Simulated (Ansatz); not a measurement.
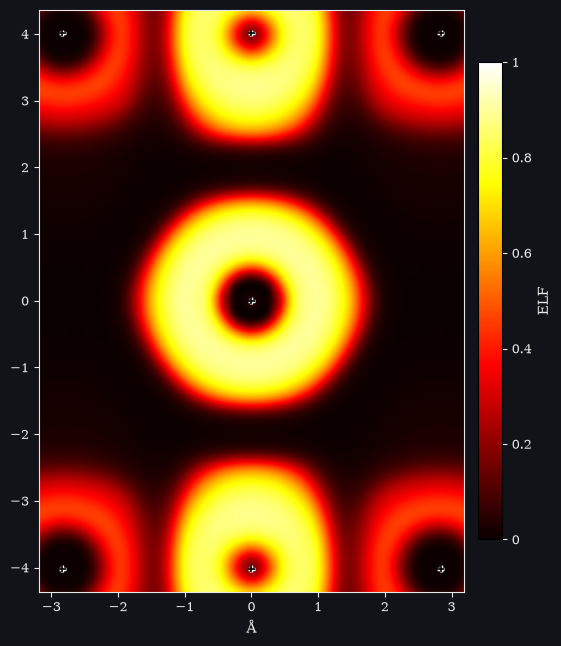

The electron localisation function on a plane through atoms (crosses mark nuclei in the plane).

Theory: Ansatz 0.2.0, DFT, PBE with spin-orbit coupling, plane waves, PAW.

Candidates:
A. CsPbCl$_{3}$, a = 5.68 Å, b = 5.68 Å, c = 5.68 Å, α = 90.00°, β = 90.00°, γ = 90.00°. Space group Pm-3m; started from the cubic perovskite prototype, which need not be the ambient phase.
B. Te$_{2}$Mo, a = 3.54 Å, b = 3.54 Å, c = 14.18 Å, α = 90.00°, β = 90.00°, γ = 120.00°. Space group P6₃/mmc; started from the 2H (MoS2) bulk prototype, which need not be the ambient phase.

> Which system is this?

Candidate A: CsPbCl$_{3}$ on the (011̄) plane of the conventional cell, which holds Cs, Pb and Cl. Pb–Cl (2.84 Å): the ELF peaks at about 0.85 in the valence shell of Cl, 0.7 Å from its nucleus, and drops to about 0.20 between the two atoms. Cs–Cl (4.01 Å): the ELF is about 0 at the midpoint (a largely ionic contact).
